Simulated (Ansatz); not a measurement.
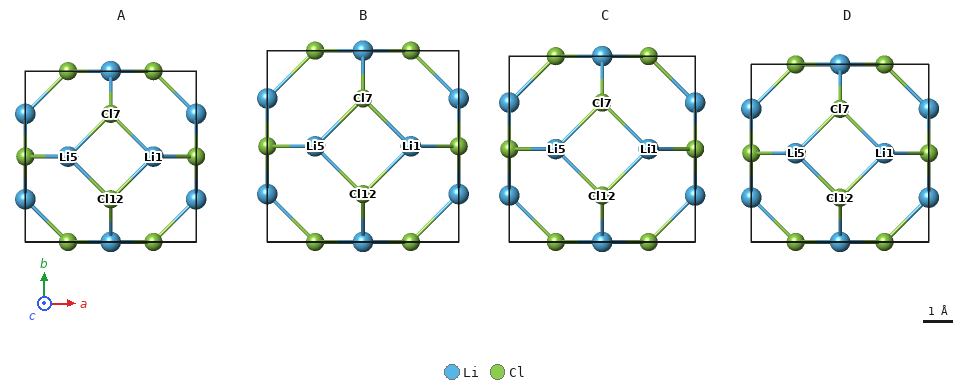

4 geometries from one relaxation of a crystal of LiCl (a generated structure, set up in Pm-3n) (coarse preliminary run), in shuffled order. A ball-and-stick model of the cell of the calculation, seen along the c axis.

Computed with Ansatz 0.2.0, DFT PBE, scalar-relativistic, plane waves, PAW. (plane-wave cutoff 420 eV; k-point mesh 4 × 4 × 4; occupations gaussian; smearing width 0.1 eV; no spin polarisation; cell and atoms relaxed; force threshold 0.04 eV/Å; at most 70 steps)

**Put them in the order of the run, from the start to the converged end.**

A, D, C, B. They are steps 0, 1, 2, 4, at +2.619 eV per cell of the calculation, +1.016 eV per cell of the calculation, +0.125 eV per cell of the calculation relative to the last. No atom moves by more than 0.005 Å relative to the cell. The volume changes by +40.6 %, with a = b = c 6.074 → 6.805 Å (+12.0 %). Near-neighbour distances that change, for instance: Cl–Li 2.147 → 2.406 Å. The space group stays Pm-3n (No. 223). The energy falls by 2.619 eV per cell of the calculation in 3 accepted moves (4 points after the start). All forces vanish by symmetry, so only the cell relaxes. Pressure: 12.70 GPa at the start and −0.19 GPa at the end. At 1 point the geometry stayed and the basis and grid were re-selected for the new cell (energy shift of 15.5 meV per cell of the calculation at most each time). Cost: 9.8 s on 1 thread of AMD EPYC 9R45 96-Core Processor (Zen 5), on a shared host, peak memory 0.58 GiB.
